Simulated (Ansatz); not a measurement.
# Calculations on CoSi₂

### Relaxation

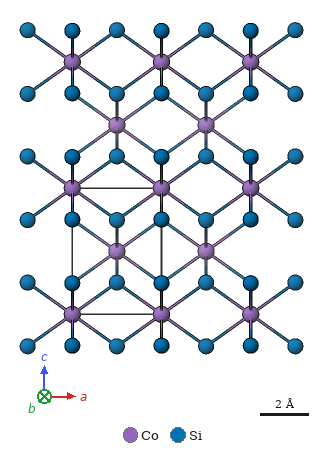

This is the input geometry for a relaxation of crystalline CoSi2 (set up in Immm). A ball-and-stick model of the cell of the calculation, reduced to other axes, repeated 2 × 1 × 2 with one cell outlined, seen along the b axis. Lengths and directions refer to the drawn axes.

Case: uniaxial strain along a of +3.0 %; b, c and atoms relaxed.

All numbers below come from DFT PBE, scalar-relativistic, plane waves, PAW (Ansatz 0.2.0).

Input
```yaml
crystal:
  lattice:
    - [2.7603372322, 2.7603372322, 0.0]
    - [-2.6598395174, 2.6598395174, 0.0]
    - [0.0, 0.0, 5.3196790349]
  atoms:
    - { symbol: Co, position: [0.0, 0.0, 0.0] }
    - { symbol: Co, position: [0.5, 0.5, 0.5] }
    - { symbol: Si, position: [0.0, 0.5, 0.7475433837] }
    - { symbol: Si, position: [0.5, 0.0, 0.7524566163] }
    - { symbol: Si, position: [0.5, 0.0, 0.2475433837] }
    - { symbol: Si, position: [0.0, 0.5, 0.2524566163] }
basis:
  ecutwfc: 420
kpoints:
  mp_grid: { grid: [10, 10, 8] }
hamiltonian:
  xc: pbe
scf:
  occupations: { method: gaussian, width: 0.1 }
output:
  forces: true
  stress: true
  eigenvalues: true
relax:
  adjacent_minimum: "off"
  f_tol: 0.008
  max_steps: 40
  cell: { stress_tol: 0.015, fix: [a, angles] }
```

Launched with:
```bash
ansatz run input.yaml --threads 1 --pin off --max-ram 2560MiB --backend cpu --events-out ev --progress --plain --runs-dir out
```

What does the optimiser find from here?

The largest moves relative to the cell, 0.009 Å, are those of Si3, Si4, Si5 and Si6. Si6 goes along +c. Co stays in place. The volume changes by −0.2 %, with a 3.762 → 3.782 Å (+0.5 %), b unchanged at 3.904 Å, c 5.320 → 5.283 Å (−0.7 %). Some distances before and after: Co1–Si4 2.355 → 2.344 Å, Co1–Si3 2.311 → 2.319 Å. The space group stays Immm (No. 71). After 4 accepted moves (5 points after the start) the energy has fallen by 1.1 meV per atom. The largest force component goes from 0.16 to under 0.0001 eV/Å. Pressure: −2.38 GPa at the start and −2.14 GPa at the end. At 1 point the geometry stayed and the basis and grid were re-selected for the new cell (energy shift of less than 0.05 meV per atom at most each time). Cost: 4.5 min on 1 thread of Intel(R) Xeon(R) Processor @ 2.50GHz (Skylake/Cascade Lake) (shared host), peak memory 0.62 GiB.

### Relaxation

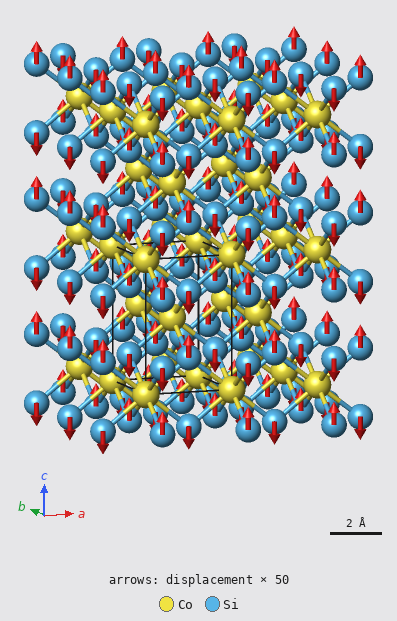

This is a relaxation of solid CoSi₂ (set up in Immm). The starting structure is drawn; red arrows show the displacements (the part carried along by the change of the cell is left out), 50 times their true length.

Style: ball-and-stick. Shown: the cell of the calculation, repeated 2 × 2 × 2 with one cell outlined, slightly off an axis.

Case: uniaxial strain along a of -4.5 %; b, c and atoms relaxed.

Theory: DFT PBE, scalar-relativistic, plane waves, PAW in Ansatz. Set-up: plane-wave cutoff 420 eV; k-point mesh 10 × 10 × 8; occupations gaussian; smearing width 0.1 eV; no spin polarisation; cell relaxed at fixed a, angles; force threshold 0.008 eV/Å; at most 40 steps.

### Atoms of which element are displaced furthest, and by how much?

Silicon: up to 0.019 Å, against 0.000 Å for cobalt.

### What happened in the run?

Over 5 accepted moves (7 points after the start) the energy falls by 26.2 meV per cell of the calculation. The largest force component goes from 0.24 to 0.00012 eV/Å. Pressure: 4.64 GPa at the start and 2.23 GPa at the end. At 2 points the geometry stayed and the basis and grid were re-selected for the new cell (energy shift of 0.6 meV per cell of the calculation at most each time). The largest moves relative to the cell, 0.019 Å, are those of Si atoms. Co stays in place. Cell: a unchanged at 3.619 Å, b 3.833 → 3.807 Å (−0.7 %), c 5.420 → 5.523 Å (+1.9 %). Volume +1.2 %. Near-neighbour distances that change, for instance: Co–Si 2.278 → 2.306 Å, Co–Si 2.330 → 2.324 Å. The space group stays Immm (No. 71). Cost: 6.1 min on 1 thread of Intel(R) Xeon(R) Processor @ 2.50GHz (Skylake/Cascade Lake) (shared host), peak memory 0.62 GiB.

### A change

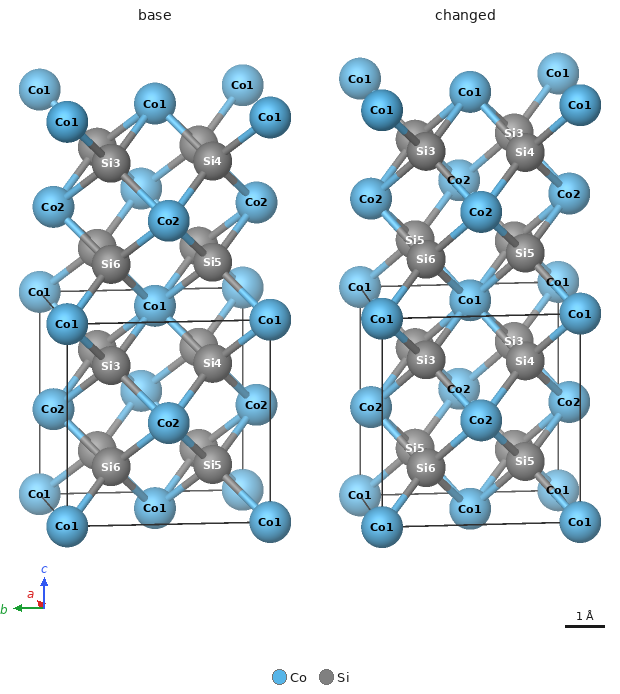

Left: a crystal of CoSi$_{2}$ (set up in Fm-3m). Right: the same structure after one change, at the same scale. A ball-and-stick model of the conventional cell (2 times the calculation's cell), repeated 1 × 1 × 2 with one cell outlined, seen from a free direction. Lengths and directions refer to the drawn axes.

The calculation used Ansatz 0.2.0, DFT PBE, scalar-relativistic, plane waves, PAW. Settings: plane-wave cutoff 420 eV; k-point mesh 10 × 10 × 8; occupations gaussian; smearing width 0.1 eV; no spin polarisation.

**What distinguishes the right structure from the left one?**

Uniaxial strain along a, −4.5 %, is applied. The b and c axes and the atoms are relaxed.

**And its effect?**

The volume changes by −1.1 %, with a = b 5.360 → 5.253 Å (−2.0 %), c 5.360 → 5.523 Å (+3.0 %), γ 90.0° → 92.9°. The largest moves relative to the cell, 0.048 Å, are those of Si3, Si4, Si5 and Si6. Si3 goes along +c. Co stays in place. Among the bonded contacts that change: Co–Si 2.321 → 2.306 to 2.324 Å. The space group (tolerance 0.01 Å) goes from Fm-3m (No. 225) to Immm (No. 71). The energy rises by 13.7 meV per atom. The pressure goes from 0.0 to 2.2 GPa. The principal stresses (compression positive) are 6.7 GPa along [1 1 0] and none across it.

### Series

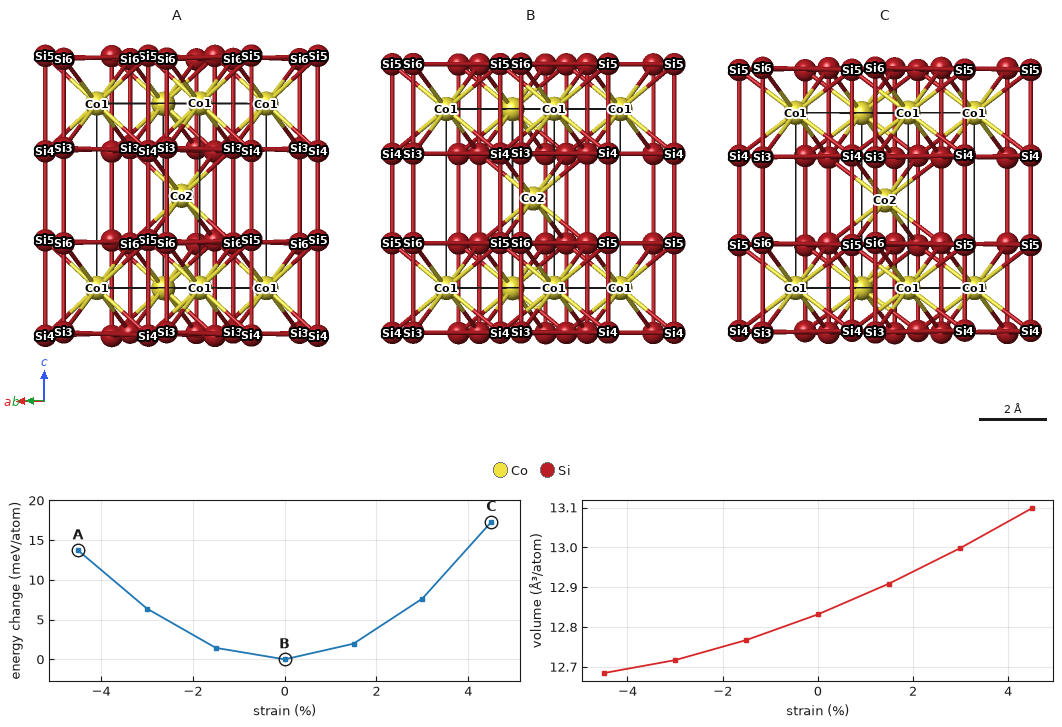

Members of a series of calculations on solid CoSi₂ (set up in Fm-3m), marked on the first curve. A ball-and-stick model of the cell of the calculation, seen from a free direction.

Method: DFT PBE, scalar-relativistic, plane waves, PAW (Ansatz 0.2.0). (plane-wave cutoff 420 eV; k-point mesh 10 × 10 × 8; occupations gaussian; smearing width 0.1 eV; no spin polarisation)

### Which kind of strain is it, and how does the structure respond?

Uniaxial strain along a; b, c and atoms relaxed. A (strain −4.5 %): energy change 13.7 meV/atom, volume 12.68 Å³ per atom. B (strain 0.0 %): energy change 0.0 meV/atom, volume 12.83 Å³ per atom. C (strain 4.5 %): energy change 17.3 meV/atom, volume 13.10 Å³ per atom. The rest compares A with C. The drawn cell changes as follows: a 3.619 → 3.961 Å (+9.4 %), b 3.807 → 3.782 Å (−0.7 %), c 5.523 → 5.246 Å (−5.0 %); the volume changes by +3.3 %. Near-neighbour distances before and after: Si–Si 2.858 → 2.565 Å, Si–Si 2.628 → 2.739 Å, Co–Si 2.306 → 2.359 Å.
